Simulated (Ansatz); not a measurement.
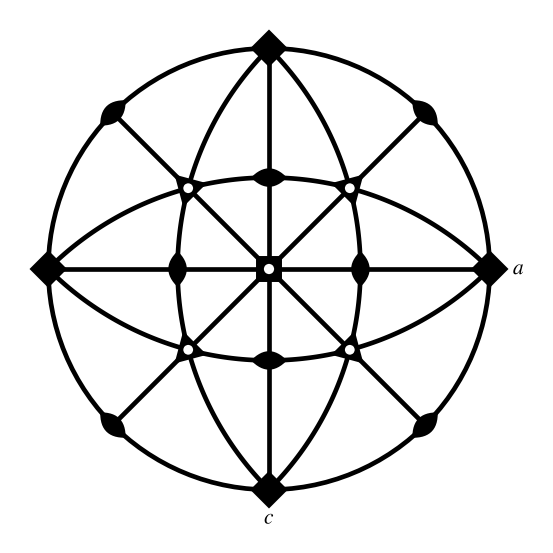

Stereographic projection: heavy lines are mirror planes (a heavy rim: a mirror in the plane of the page); lens, triangle, square and hexagon are 2-, 3-, 4- and 6-fold axes, a lens in an open square is −4, a triangle in an open hexagon −6; thin dashed diameters join the ends of axes that lie in the page; a small open circle marks inversion. The b axis points at the viewer. Computed from the symmetry operations of a computed or model structure of composition Ti, which need not be its known form.

Q: Name the crystal class.

A: m-3m (Oh), order 48, cubic system: three fourfold axes, four threefold axes, six twofold axes, nine mirror planes, an inversion centre.

Q: Can such a crystal be piezoelectric, pyroelectric or chiral?

A: It is centrosymmetric, so neither piezoelectric nor pyroelectric; it is not chiral.
